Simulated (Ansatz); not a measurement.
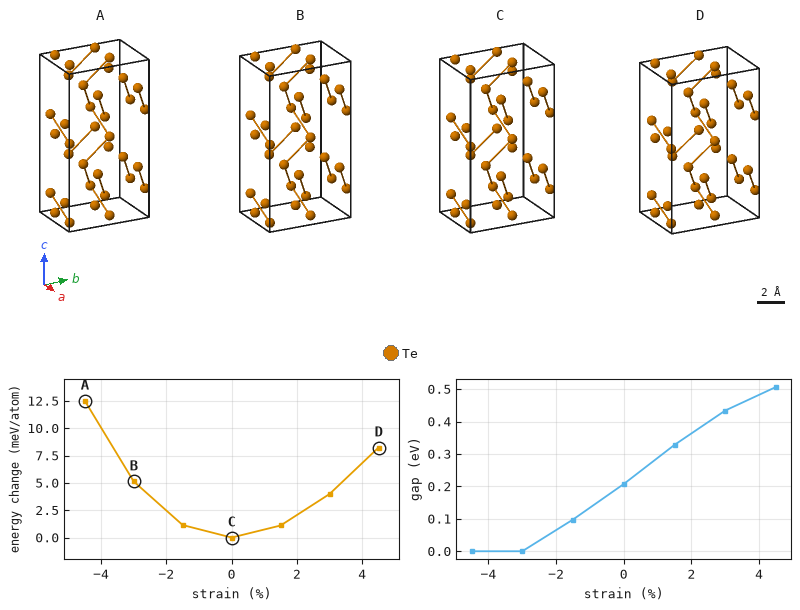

Members of a series of calculations on solid Te (set up in P3_121), marked on the first curve. Style: ball-and-stick. Shown: the cell of the calculation, repeated to show the pattern, slightly off an axis.

These are results of DFT PBE, scalar-relativistic, plane waves, PAW (Ansatz), not measurements. Set-up: plane-wave cutoff 420 eV; k-point mesh 12 × 12 × 6; occupations gaussian; smearing width 0.01 eV; no spin polarisation.

Describe the series.

Answer. Biaxial strain in the a–b plane, c and atoms relaxed. A (strain −4.5 %): energy change 12.5 meV/atom, volume 33.03 Å³ per atom, gap 0.00 eV. B (strain −3.0 %): energy change 5.1 meV/atom, volume 33.71 Å³ per atom, gap 0.00 eV. C (strain 0.0 %): energy change 0.0 meV/atom, volume 35.16 Å³ per atom, gap 0.21 eV. D (strain 4.5 %): energy change 8.2 meV/atom, volume 37.43 Å³ per atom, gap 0.51 eV. The rest compares A with D. Cell: a = b 8.638 → 9.452 Å (+9.4 %), c 12.266 → 11.611 Å (−5.3 %). Volume +13.3 %. Near-neighbour distances before and after: Te–Te 2.919 → 2.857 Å.
